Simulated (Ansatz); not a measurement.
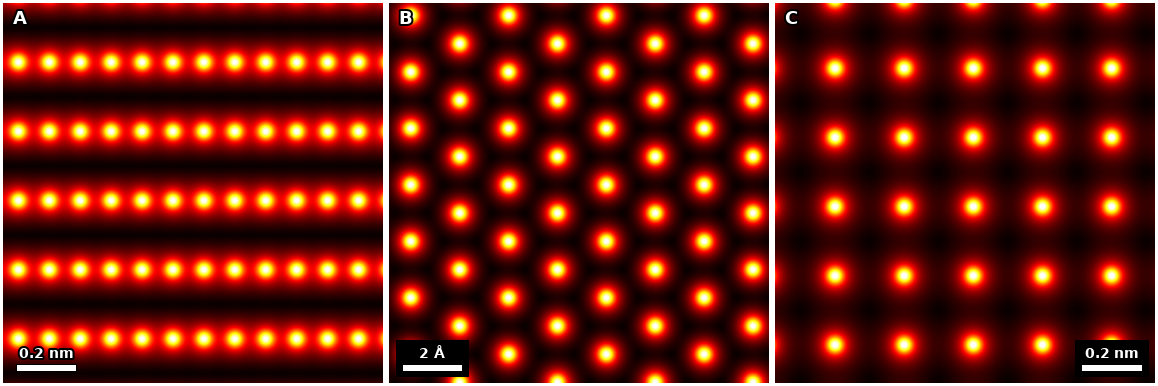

Three views of Co (Pm-3m, No. 221) along different zone axes. Computed as the sum of neutral-atom potentials (tabulated electron scattering factors, B = 0.3 Å²) projected along the beam and smoothed by 0.25 Å; brighter is more positive. The display is stretched by a gamma of 0.7; percentages refer to the linear signal. Atomic positions: coordinates from a relaxation with DFT, RPBE, plane waves (420 eV) with PAW, scalar-relativistic in Ansatz 0.2.0; the starting structure was generated, so it need not be a known form of this composition.

Space group Pm-3m (No. 221). a = 2.365 Å, b = 2.365 Å, c = 2.365 Å, α = 90.00°, β = 90.00°, γ = 90.00°
```csv
atom,site,symmetry,x,y,z
Co,1a,m-3m,0.0000,0.0000,0.0000
```

### Match the panels to the zone axes [001], [111] and [210].

A is [210]: projected cell 1.06 × 2.37 Å, 90°, plane group p2mm. B is [111]: projected cell 1.93 × 1.93 Å, 120°, plane group p6mm. C is [001]: projected cell 2.37 × 2.37 Å, 90°, plane group p4mm.
